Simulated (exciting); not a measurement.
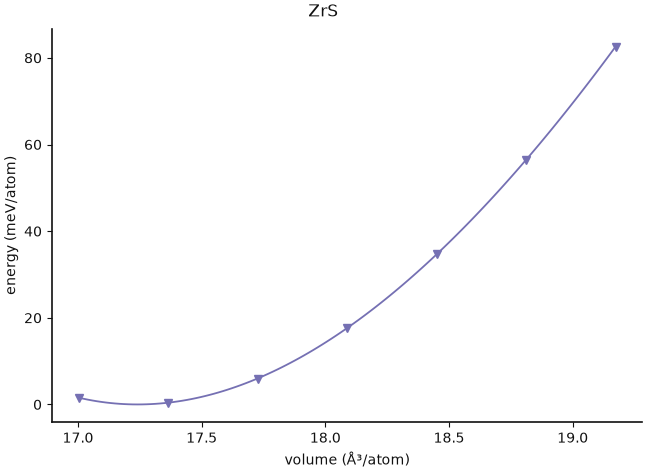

Energy against volume for ZrS, space group Fm-3m (No. 225).

A third-order Birch–Murnaghan fit gives V0 = 17.24 Å³/atom, B0 = 148 GPa and B′ = 4.4. The energy is 1.57 meV/atom at volume 17.00 Å³/atom and 82.60 meV/atom at 19.17 Å³/atom; the lowest computed point is at volume 17.36 Å³/atom (0.40 meV/atom).

Computed with exciting sodium: all-electron LAPW DFT, no spin polarisation; energies at scaled volumes of the given cell, shape and fractions fixed, counted from the fit's minimum, third-order Birch-Murnaghan fit. Level: PBEsol.

```csv
setting,value
k mesh,9×9×9
occupations,Fermi–Dirac
smearing width,0.05 eV
potentials,"all electron LAPW+lo, shipped species files"
program settings,rgkmax 7.5
```

Cell as given: a = 3.712 Å, b = 3.712 Å, c = 3.712 Å, α = 60.00°, β = 60.00°, γ = 60.00°; 2 atoms.
